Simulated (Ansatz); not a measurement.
**Single-point calculation, with input and output: Ge₄₈N (charge −1) (part 1 of 2)**

System: Ge₄₈N (defect cell, 49 atoms in the cell, total charge −1).
Method: DFT PBE, scalar-relativistic, plane waves, PAW, spin-polarised (Ansatz 0.2.0).

The structure derives from a Materials Project entry. Figures and captions count atoms from 1; the log counts them from 0 in places.

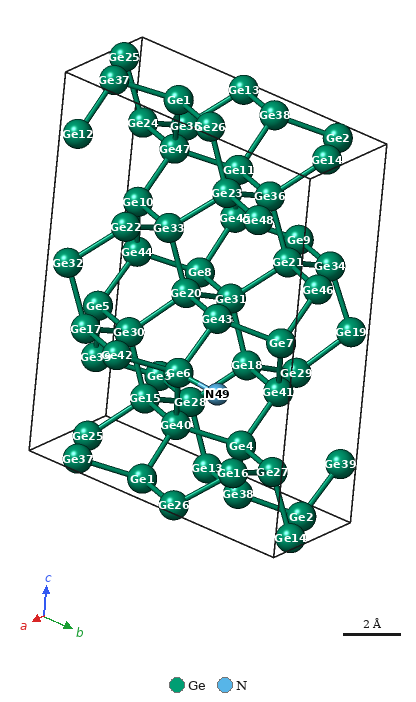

Figure 1. The structure (ball-and-stick view of the cell of the calculation, seen slightly off an axis; atoms are numbered from 1 in the order of the input). An atom can appear more than once, as a periodic image. Near neighbours in the periodic cell (some may lie outside the picture): Ge has 4 Ge at 2.43 to 2.48 Å; Ge has 3 Ge at 2.43 to 2.45 Å and 1 N at 1.80 Å; N has 2 Ge at 1.80 Å.

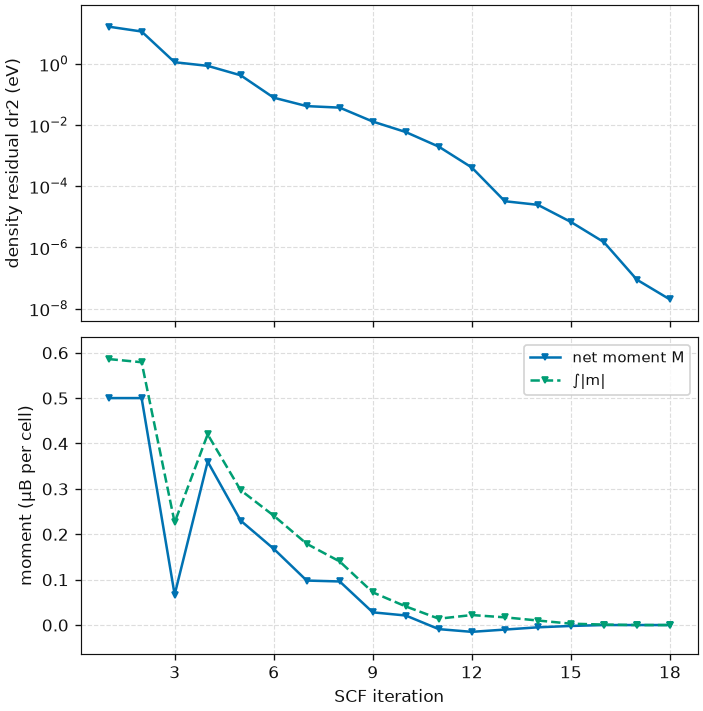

Figure 2. Convergence of the self-consistent field: density residual dr2 and magnetic moment against the SCF iteration. The residual falls at every step. The net moment goes from 0.5 to 0.0 μB per cell, and ∫|m| falls to zero.

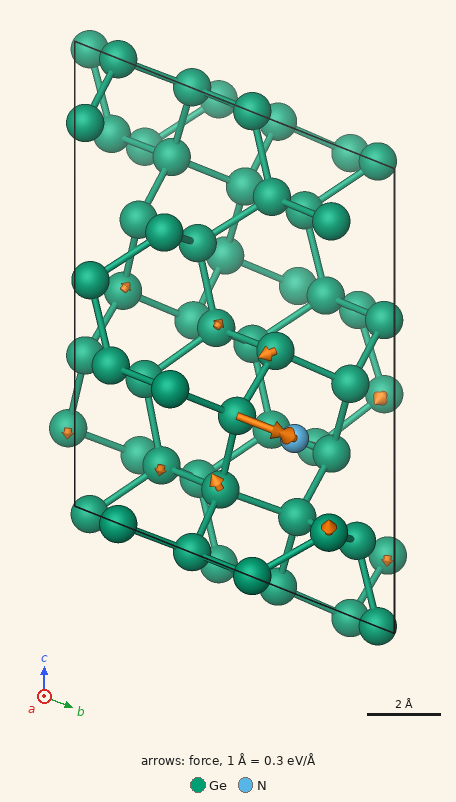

Figure 3. Forces on the atoms as orange arrows (ball-and-stick view of the cell of the calculation, along the a axis); the smallest are left out. The largest act on Ge6 (0.47 eV/Å); Ge29 (0.46 eV/Å); N49 (0.21 eV/Å); Ge19, Ge43 (0.17 eV/Å), among others. Atoms are counted from 1 in the order of the input and aren't labelled in the picture. The geometry is not a stationary point of this energy.

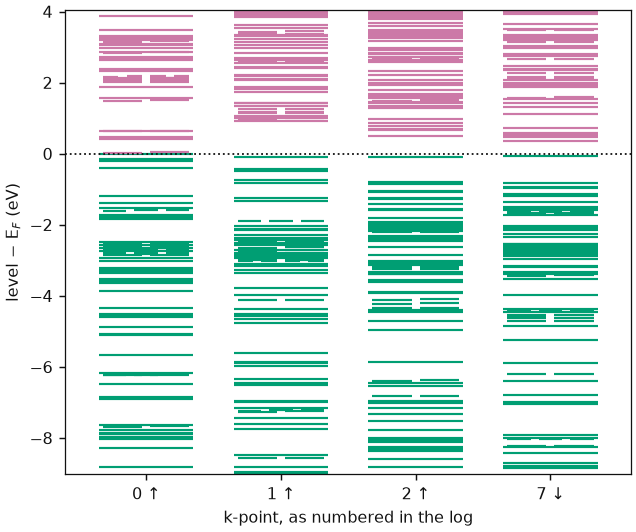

Figure 4. Kohn–Sham levels near the Fermi level (dotted) at the few k-points that the log prints; levels within 0.02 eV of each other stand side by side. Among these points the highest filled and lowest empty levels are 0.05 eV apart, which is the gap on the mesh.

The input that produced these results follows, with the program's output.

Input:
```yaml
crystal:
  lattice:
    - [-5.996379, 3.462011, 6.599378]
    - [5.996379, -3.462011, 6.599378]
    - [5.996379, 10.386033, -6.599378]
  atoms:
    - { symbol: Ge, position: [0.6967285234, 0.3669921156, 0.0016601281] }
    - { symbol: Ge, position: [0.1989244768, 0.8622905564, -0.0044333421] }
    - { symbol: Ge, position: [0.0274616353, 0.2030703638, 0.1651337109] }
    - { symbol: Ge, position: [0.5343938435, 0.6960652976, 0.1670646621], spin: 0.2 }
    - { symbol: Ge, position: [0.3644954352, 0.0325947269, 0.333182491] }
    - { symbol: Ge, position: [0.8300751165, 0.507680859, 0.3332657531], spin: 0.2 }
    - { symbol: Ge, position: [0.700633078, 0.862104571, 0.4993701903], spin: 0.2 }
    - { symbol: Ge, position: [0.1955627746, 0.3711700391, 0.5013420316] }
    - { symbol: Ge, position: [0.0282934019, 0.6984573778, 0.6647598414] }
    - { symbol: Ge, position: [0.5366653186, 0.199944719, 0.6709894232] }
    - { symbol: Ge, position: [0.3641379713, 0.5324529889, 0.8333560571] }
    - { symbol: Ge, position: [0.8640273912, 0.0324061222, 0.8331866568] }
    - { symbol: Ge, position: [0.1128975337, 0.4502879461, -0.0014657237] }
    - { symbol: Ge, position: [0.6155232044, 0.9479176014, 0.0011923098] }
    - { symbol: Ge, position: [0.4328092239, 0.2712474726, 0.1620513325] }
    - { symbol: Ge, position: [0.9554847723, 0.7951438567, 0.1607980126], spin: 0.2 }
    - { symbol: Ge, position: [0.780025796, 0.1123057128, 0.333280123] }
    - { symbol: Ge, position: [0.2849878579, 0.6157657431, 0.3332878468] }
    - { symbol: Ge, position: [0.128262951, 0.9679506225, 0.5059689786], spin: 0.2 }
    - { symbol: Ge, position: [0.6040017549, 0.4422468803, 0.5046016857] }
    - { symbol: Ge, position: [0.4477167464, 0.7849733554, 0.6680243288] }
    - { symbol: Ge, position: [0.9476528632, 0.279907635, 0.6653526976] }
    - { symbol: Ge, position: [0.7810436844, 0.6165375695, 0.8342026492] }
    - { symbol: Ge, position: [0.2800546822, 0.115497296, 0.8324410914] }
    - { symbol: Ge, position: [0.3833397572, 0.0467395581, -0.0043169303] }
    - { symbol: Ge, position: [0.8847268846, 0.5550045409, 0.0017324055] }
    - { symbol: Ge, position: [0.7210434658, 0.8826799531, 0.1670939389], spin: 0.2 }
    - { symbol: Ge, position: [0.2120670541, 0.387704909, 0.165177107] }
    - { symbol: Ge, position: [0.0756535373, 0.7534631898, 0.3334074786], spin: 0.2 }
    - { symbol: Ge, position: [0.5506262267, 0.2187022141, 0.3332575118] }
    - { symbol: Ge, position: [0.380233661, 0.5558130979, 0.50136073] }
    - { symbol: Ge, position: [0.8872816944, 0.0487849522, 0.4994223618], spin: 0.2 }
    - { symbol: Ge, position: [0.7210874036, 0.3843965, 0.6710628468] }
    - { symbol: Ge, position: [0.2163741407, 0.8865200696, 0.6648506038] }
    - { symbol: Ge, position: [0.0508211771, 0.2191928721, 0.8332098066] }
    - { symbol: Ge, position: [0.5509322554, 0.7192642424, 0.8333892128] }
    - { symbol: Ge, position: [0.7982250304, 0.1356242939, -0.0014958084] }
    - { symbol: Ge, position: [0.3032587359, 0.6356348031, 0.0011478346] }
    - { symbol: Ge, position: [0.140792424, 0.9791983974, 0.1619329498] }
    - { symbol: Ge, position: [0.6156634577, 0.4553417122, 0.1607566145], spin: 0.2 }
    - { symbol: Ge, position: [0.4709153394, 0.8032497302, 0.333247197] }
    - { symbol: Ge, position: [0.9675320046, 0.298202806, 0.333253591] }
    - { symbol: Ge, position: [0.7880484067, 0.6276325738, 0.5057901479], spin: 0.2 }
    - { symbol: Ge, position: [0.3123601793, 0.150643016, 0.5045498815] }
    - { symbol: Ge, position: [0.1330482158, 0.4703208915, 0.6680028391] }
    - { symbol: Ge, position: [0.6354603361, 0.9676690374, 0.6653189308] }
    - { symbol: Ge, position: [0.4676584451, 0.303134233, 0.8341414469] }
    - { symbol: Ge, position: [0.9668934835, 0.8023585356, 0.8323416344] }
    - { symbol: "N", position: [0.8965367706, 0.6872361595, 0.3337027289], spin: 0.25 }
magnetization:
  spin_polarized: true
total_charge: -1
basis:
  ecutwfc: 420
  fft_grid_basis: typed
kpoints:
  mp_grid: { grid: [2, 2, 2] }
hamiltonian:
  xc: pbe
  pseudopotentials: { kind: paw }
scf:
  occupations: { method: gaussian, width: 0.05 }
output:
  forces: true
  stress: false
  eigenvalues: true
  bader: true
  write_density: true
  volumetric_format: npy
  populations: true
```

Run as:
```bash
ansatz run input.yaml --threads 8 --pin off --max-ram 16384MiB --backend cpu --events-out ev --progress --plain --runs-dir out
```

What the program printed:
```
Engine: ansatz 0.2.0, aarch64-unknown-linux-gnu
Pseudopotentials: kind: paw
Pseudopotential: Ge, paw, valence charge 14, recommended cutoff 420 eV (normal), Ge.paw.azcp
Pseudopotential: N, paw, valence charge 5, recommended cutoff 420 eV (normal), N.paw.azcp
Functional definition: PBE
  parameter kappa = 0.804
  parameter beta = 0.06672455060314922
  exchange = pbe_x(kappa = kappa, mu = beta*pi^2/3)
  correlation = pbe_c(beta = beta)
Crystal: 49 atoms, lattice volume = 1096.000 Å³
Basis set: ecut = 420 eV, 21365 PW (Γ), exchange–correlation on 128×128×192 points (8 copies of the dense FFT grid, shifted against one another)
Bands: 409, of which v1, the nominal top of the filled ones, is band 339 counted from 1 (338 counted from 0)
Symmetry: 1 space group operations
Space group: P1 (ITA 1), of the structure as read, at distance tolerance 1.0e-4 Å
Magnetic group: BNS 1.1 (UNI 1), of the structure as read, at distance tolerance 1.0e-4 Å
k-points: 8
Non-local potential: Ge, projectors of the file, l = 0: 2, l = 1: 2, l = 2: 3, l = 3: 1
Non-local potential: N, projectors of the file, l = 0: 2, l = 1: 2, l = 2: 1
PAW form: soft (Blöchl's): semilocal exchange-correlation on the pseudo side does not see the compensation charge
PAW one-centre angular grid: Ge, 590 points (default); XC on 64 Gauss nodes
PAW one-centre angular grid: N, 110 points (default); XC on 64 Gauss nodes
Initial density: superposition of atomic densities (chi_scale 0.1, normalization cell, long waves kept (reshape's long-wave potential 0.37 eV rms))
Starting moments: Σ|m| = 2.25 μB on 11 of 49 sites
Initial wavefunctions: pseudopotential atomic-orbital guess
Functional: x = pbe(κ = 0.804, μ = 0.2195149727645171), c = pbe(β = 0.06672455060314922)
iter 1 solved again at ethr=2.39e-3 eV; its pass at ethr=3.10e-3 eV (dr2=1.62e1 eV) is discarded
SCF iter   1: F=—  HF=-206532.234989 eV  |F-HF|=—  |Δ(HF+E_count)|=         —  Δρ=1.95e-2 (↑1.94e-2 ↓1.95e-2)  dr2=1.63e1  dr2_m=8.00e-1  M=0.500 μB ∫|m|=0.586 μB  β_m=0.30  ethr=2.39e-3  ⟨swp⟩=1.2  Hψ=30843  notcnv=0
preconditioner: auto → Kerker (q_TF=auto, 2.518 Å⁻¹)  [metal: Δε(μ)=0.004 eV  Ē_g=22.158 eV  σ=0.050 eV  W_gap=0.04  n_scr=300 (ndim 8)  ℏωp=29.2 eV  f_vac=0.008  D(μ)=9.52/eV (n_scr^D=32)]
spin=Collinear: Kerker preconditioning applied to the charge; magnetization (m = ρ↑ − ρ↓) channel mixes plain (no charge-response kernel on spin).
SCF iter   2: F=—  HF=-206531.809119 eV  |F-HF|=—  |Δ(HF+E_count)|=   4.26e-1  Δρ=1.53e-2 (↑1.49e-2 ↓1.53e-2)  dr2=1.13e1  dr2_m=4.00e-1  M=0.500 μB ∫|m|=0.579 μB  β_m=0.30  ethr=2.39e-3  ⟨swp⟩=1.0  Hψ=6544  notcnv=0
SCF iter   3: F=—  HF=-206530.483719 eV  |F-HF|=—  |Δ(HF+E_count)|=    1.33e0  Δρ=6.96e-3 (↑5.22e-3 ↓6.96e-3)  dr2=1.12e0  dr2_m=2.12e-1  M=0.067 μB ∫|m|=0.226 μB  β_m=0.30  ethr=1.66e-3  ⟨swp⟩=3.1  Hψ=8577  notcnv=0  defer=3
SCF iter   4: F=—  HF=-206530.466030 eV  |F-HF|=—  |Δ(HF+E_count)|=   1.77e-2  Δρ=4.16e-3 (↑4.16e-3 ↓3.85e-3)  dr2=8.53e-1  dr2_m=9.77e-2  M=0.360 μB ∫|m|=0.420 μB  β_m=0.30  ethr=1.66e-4  ⟨swp⟩=2.5  Hψ=11295  notcnv=0  defer=983
SCF iter   5: F=—  HF=-206530.466768 eV  |F-HF|=—  |Δ(HF+E_count)|=   7.38e-4  Δρ=3.30e-3 (↑3.30e-3 ↓2.87e-3)  dr2=4.19e-1  dr2_m=4.91e-2  M=0.230 μB ∫|m|=0.297 μB  β_m=0.30  ethr=1.26e-4  ⟨swp⟩=1.9  Hψ=5687  notcnv=0  defer=994
SCF iter   6: F=—  HF=-206530.547750 eV  |F-HF|=—  |Δ(HF+E_count)|=   8.10e-2  Δρ=2.18e-3 (↑2.18e-3 ↓1.59e-3)  dr2=7.78e-2  dr2_m=2.68e-2  M=0.168 μB ∫|m|=0.241 μB  β_m=0.30  ethr=6.17e-5  ⟨swp⟩=2.0  Hψ=7260  notcnv=0  defer=994
Mixer restart at iter 6: flushing history
spin-set hold released at iteration 6 (site moments contracting): the magnetisation degrees of freedom join the quasi-Newton model from the next iteration; the mixer history was flushed
SCF iter   7: F=—  HF=-206530.546790 eV  |F-HF|=—  |Δ(HF+E_count)|=   9.60e-4  Δρ=1.43e-3 (↑1.43e-3 ↓1.38e-3)  dr2=4.12e-2  dr2_m=1.65e-2  M=0.098 μB ∫|m|=0.179 μB  β_m=0.52  ethr=1.15e-5  ⟨swp⟩=3.0  Hψ=11187  notcnv=0  defer=994
SCF iter   8: F=—  HF=-206530.562560 eV  |F-HF|=—  |Δ(HF+E_count)|=   1.58e-2  Δρ=8.08e-4 (↑8.08e-4 ↓4.51e-4)  dr2=3.68e-2  dr2_m=1.57e-3  M=0.096 μB ∫|m|=0.140 μB  β_m=0.55  ethr=6.08e-6  ⟨swp⟩=2.0  Hψ=7206  notcnv=0  defer=994
SCF iter   9: F=—  HF=-206530.567536 eV  |F-HF|=—  |Δ(HF+E_count)|=   4.98e-3  Δρ=5.22e-4 (↑2.43e-4 ↓5.22e-4)  dr2=1.29e-2  dr2_m=1.00e-3  M=0.028 μB ∫|m|=0.072 μB  β_m=0.62  ethr=5.43e-6  ⟨swp⟩=2.0  Hψ=7362  notcnv=0  defer=994
SCF iter  10: F=—  HF=-206530.570096 eV  |F-HF|=—  |Δ(HF+E_count)|=   2.56e-3  Δρ=2.13e-4 (↑2.13e-4 ↓1.90e-4)  dr2=5.85e-3  dr2_m=2.44e-4  M=0.021 μB ∫|m|=0.041 μB  β_m=0.80  ethr=1.90e-6  ⟨swp⟩=2.0  Hψ=7373  notcnv=0  defer=994
SCF iter  11: F=—  HF=-206530.570904 eV  |F-HF|=—  |Δ(HF+E_count)|=   8.08e-4  Δρ=1.57e-4 (↑1.08e-4 ↓1.57e-4)  dr2=1.95e-3  dr2_m=7.58e-6  M=-0.009 μB ∫|m|=0.014 μB  β_m=0.84  ethr=8.63e-7  ⟨swp⟩=2.4  Hψ=7890  notcnv=0  defer=994
SCF iter  12: F=—  HF=-206530.570747 eV  |F-HF|=—  |Δ(HF+E_count)|=   1.57e-4  Δρ=1.05e-4 (↑3.12e-5 ↓1.05e-4)  dr2=4.06e-4  dr2_m=3.18e-5  M=-0.015 μB ∫|m|=0.022 μB  β_m=0.77  ethr=2.87e-7  ⟨swp⟩=2.0  Hψ=7410  notcnv=0  defer=994
SCF iter  13: F=—  HF=-206530.570803 eV  |F-HF|=—  |Δ(HF+E_count)|=   5.62e-5  Δρ=7.87e-5 (↑7.87e-5 ↓3.77e-5)  dr2=3.21e-5  dr2_m=3.03e-5  M=-0.010 μB ∫|m|=0.017 μB  β_m=0.88  ethr=5.99e-8  ⟨swp⟩=2.0  Hψ=7292  notcnv=0  defer=994
SCF iter  14: F=—  HF=-206530.571312 eV  |F-HF|=—  |Δ(HF+E_count)|=   5.09e-4  Δρ=3.85e-5 (↑3.85e-5 ↓2.44e-5)  dr2=2.45e-5  dr2_m=8.70e-6  M=-0.005 μB ∫|m|=0.010 μB  β_m=0.94  ethr=4.74e-9  ⟨swp⟩=3.0  Hψ=11370  notcnv=0  defer=994
SCF iter  15: F=—  HF=-206530.571324 eV  |F-HF|=—  |Δ(HF+E_count)|=   1.22e-5  Δρ=1.56e-5 (↑4.85e-6 ↓1.56e-5)  dr2=6.76e-6  dr2_m=7.64e-7  M=-0.002 μB ∫|m|=0.003 μB  β_m=0.97  ethr=3.61e-9  ⟨swp⟩=3.0  Hψ=7992  notcnv=0  defer=994
SCF iter  16: F=—  HF=-206530.571325 eV  |F-HF|=—  |Δ(HF+E_count)|=   7.68e-7  Δρ=6.63e-6 (↑2.65e-6 ↓6.63e-6)  dr2=1.48e-6  dr2_m=5.97e-8  M=-0.000 μB ∫|m|=0.001 μB  β_m=0.81  ethr=9.97e-10  ⟨swp⟩=2.1  Hψ=10710  notcnv=0  defer=994
SCF iter  17: F=—  HF=-206530.571325 eV  |F-HF|=—  |Δ(HF+E_count)|=   2.95e-7  Δρ=1.30e-6 (↑1.30e-6 ↓9.31e-7)  dr2=8.75e-8  dr2_m=2.19e-9  M=-0.000 μB ∫|m|=0.000 μB  β_m=0.90  ethr=1.47e-11  ⟨swp⟩=7.6  Hψ=34311  notcnv=0
SCF iter  18: F=-206530.571325 eV  HF=-206530.571325 eV  |F-HF|=7.95e-9  |Δ(HF+E_count)|=   9.79e-8  Δρ=5.39e-7 (↑5.39e-7 ↓4.60e-7)  dr2=1.98e-8  dr2_m=6.70e-10  M=-0.000 μB ∫|m|=0.000 μB  ethr=1.29e-11  ⟨swp⟩=3.0  Hψ=13839  notcnv=0
SCF 1 converged in 18 iterations: F = -206530.571325 eV  dr2 = 1.98e-8
  greatest PAW one-centre occupation: 0.998 electrons in one spin orbital (limit 2), on the Ge atom at site 28 (counted from 0), in its partial waves of l = 2
WARN: the starting moments were not kept: the SCF closed with an absolute magnetisation of 8.3e-5 μB, where they sum to 2.25 μB in size (11 sites). That is at most 0.1 of that sum. Measured as dr2_m measures the in/out step, that magnetisation stands 1.9e-9 eV from none, at or under the dr2_threshold of 1.0e-7 eV: it is no larger than a step whose dr2_m would equal this threshold. The system may hold no moment; this SCF shows only that its start led to no more than that. To try another start: raise the starting moments (crystal.atoms[].spin, magnetization.per_species, magnetization.initial_magnetization, or on a non-collinear deck that types none of these the spinor_matrix: blocks that start its atoms; where the total moment is fixed, keep their sum and leave initial_magnetization as it is; typed ones take the place of any that the run laid by itself, positive ones on a crystal's lanthanoids without a Hubbard term where scf.initial_density.shell_occupations: [] is typed) or, if the notice of its spin-set hold's release reads "site moments contracting" or "site moments show no strong build", lengthen the hold (scf.mixing.spin_hold: { on: { confirm: 4 } }; for m-r²SCAN on two components see the key's manual first). Each may lead to a state that holds a moment. A second SCF, from the converged charge density, with the starting moments and any scf.initial_density.shell_occupations laid on it anew, would have followed, and was not run: the deck does not ask for one (magnetization.retry_lost_moments is false, the default). To let it run, set magnetization.retry_lost_moments: true and run the deck again, where that key's refused combinations let it; where memory then withholds it, that run's warning says so.
SCF converged after 18 iterations
Magnetization: -0.0000 μB (339.0000 up, 339.0000 down)
Absolute magnetization: 0.0001 μB (∫|ρ↑−ρ↓|, with the PAW one-centre terms)
Spin contamination: 0.0000 ħ² per cell (⟨S²⟩ above its minimum at these occupations)
Per-site moments (μB) at R_I (Å): [(-4.4110073727323736e-8, 1.0114793343546908), (-2.1623442314279157e-7, 1.0038216352211282), (-8.806640929384873e-8, 1.0050429558695877), (1.6450714409479323e-7, 1.0102283612522245), (4.572558336670031e-8, 1.0131190520078641), (2.7259380957557946e-7, 0.7424774015289032), (1.658106275530032e-7, 1.0103422862182967), (-9.054341517950108e-8, 1.005311564882537), (-4.108993138441231e-8, 1.0114743020081687), (-2.138957456599605e-7, 1.0039646487498057), (5.603058965547273e-8, 1.0111766723170457), (5.38897739819975e-8, 1.0111486779291776), (-1.3758418076209635e-8, 1.009154544522624), (2.3740443902303857e-8, 1.0078030476415754), (-4.1658444215331345e-7, 1.0024743244186576), (-1.200764516723346e-6, 1.0024263374654365), (4.208639536071628e-8, 1.012168069216237), (1.77903323323266e-7, 1.0091905326507729), (-1.1903762679132005e-6, 1.0023863788030865), (-4.2194144187287875e-7, 1.0024740259297242), (-1.3759588393657531e-8, 1.0090667945899967), (2.329767599769459e-8, 1.007899926781292), (-3.5904815408017736e-8, 1.008181846493594), (-3.221197473335236e-8, 1.0081588382758944), (-2.158843776591802e-7, 1.0038216352211282), (-4.21832011887925e-8, 1.0114854431362248), (1.652772408732416e-7, 1.0102474763924425), (-8.631331460009191e-8, 1.0050429558695877), (2.721310362562426e-7, 0.7423673407885851), (4.663850211526908e-8, 1.0131190520078641), (-9.054635993058559e-8, 1.005311564882537), (1.657705855119948e-7, 1.0103150374873993), (-2.1493085489479066e-7, 1.0039646487498057), (-4.0494745875624466e-8, 1.011461285155986), (5.422247408875961e-8, 1.0111609424279546), (5.5852937984929124e-8, 1.0111627280275575), (-1.3355020604024412e-8, 1.009147366946142), (2.3533253728390056e-8, 1.007818907537716), (-4.1899317452279466e-7, 1.0024263374654365), (-1.1998089401650943e-6, 1.0024743244186576), (4.2193142906506557e-8, 1.01223580128765), (1.791101094137562e-7, 1.0092114233113672), (-1.1928932076905666e-6, 1.0024740259297242), (-4.2083305033455757e-7, 1.0023863788030865), (-1.4319340576112204e-8, 1.0090828837272516), (2.3772571476758608e-8, 1.0079603353570934), (-3.5720841502330995e-8, 1.008257622573489), (-3.294980422173728e-8, 1.008191941350004), (-3.005243624322305e-5, 0.7423673407885851)]
Free energy (F): -206530.571325 eV
Harris-Foulkes:  -206530.571325 eV  (|F-HF|=7.95e-9)
Internal energy: -206530.562072 eV  (E = F + TS)
E sigma→0 (E₀):  -206530.566698 eV
Entropy (-TS):   -0.009252 eV (-0.189 meV/atom)
Fermi energy:    8.628016 eV
```
